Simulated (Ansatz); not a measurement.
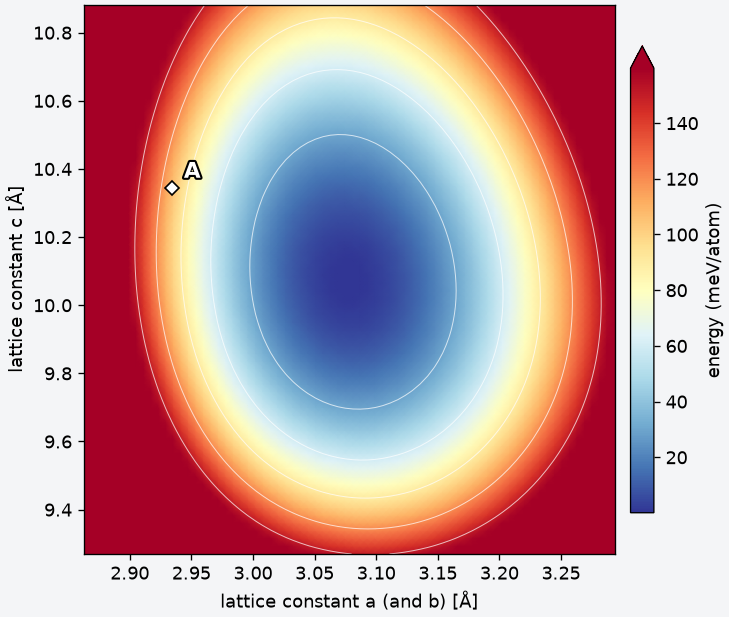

SiC (P6_3mc, No. 186; 8 atoms in the cell). The energy is mapped over the lattice constants a and c of the conventional cell. Coordinates scanned: (1) lattice constant a (and b); (2) lattice constant c. Nothing is relaxed (fractional coordinates fixed). The scan uses a 7 × 7 grid. Points are written as (first, second). Energies: meV/atom, counted from the lowest grid point. Theory: Ansatz, DFT PBEsol, scalar-relativistic, plane waves, PAW. Settings: cutoff 520 eV, k-mesh 12×12×4 in the order of the run's cell vectors, gaussian smearing 0.05 eV, no spin polarisation.

The picture shows a smooth colour map with a few white contour lines, one colour for all values above the top of the scale, the point A. Between grid points the surface is interpolated.

**Is A at rest? If not, where is it pushed?**

A, at (2.934 Å, 10.345 Å), is not a stationary point. The computed force is 1400 meV/atom for each Å towards larger values of lattice constant a (and b) and 66 meV/atom for each Å towards smaller values of lattice constant c.

PAW datasets: the set soft_1.
